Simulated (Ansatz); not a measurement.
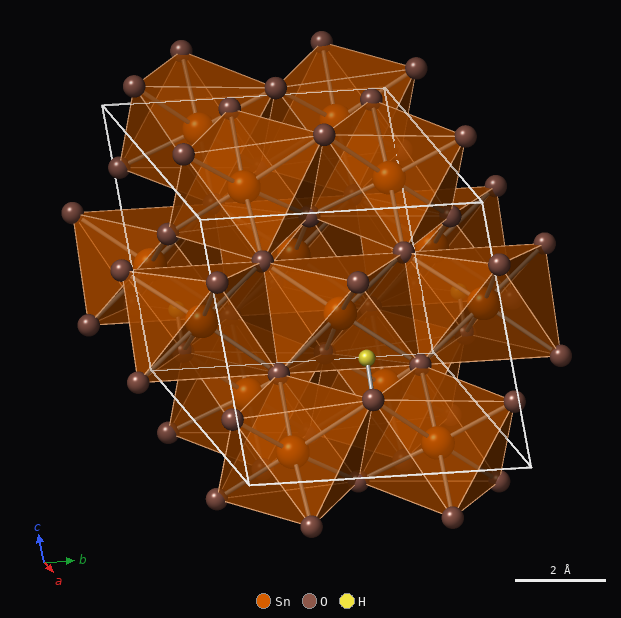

The image is a polyhedral drawing of a crystal, viewed slightly off an axis. Atoms at the boundary of the conventional unit cell (the box) are drawn once for each face, edge or corner they touch. Some atoms of the next cells are drawn as well. Cell: a = 9.653 Å, b = 6.476 Å, c = 6.827 Å, α = 90.00°, β = 134.99°, γ = 90.00°.

The compound is Sn4HO8. Space group: Cm (No. 8). Lattice: base-centred monoclinic. The cell comprises 2 formula units: 8 Sn, 2 H, 16 O. The polyhedra are SnO6 octahedra; they share corners and edges. The neighbours of Sn are six O in a distorted octahedral arrangement at about 2.0 to 2.3 Å. The neighbours of H is one O at about 1.0 Å. Within bonding distance, the neighbour counts come to O 3 to 4 (mean 3.1). The bonds build a three-dimensional framework.

The structure comes from a structure listed in the Materials Project, repeated into a supercell with a point defect put in. The cell was then strained or its atoms displaced on purpose. It was the input of a calculation with Ansatz.
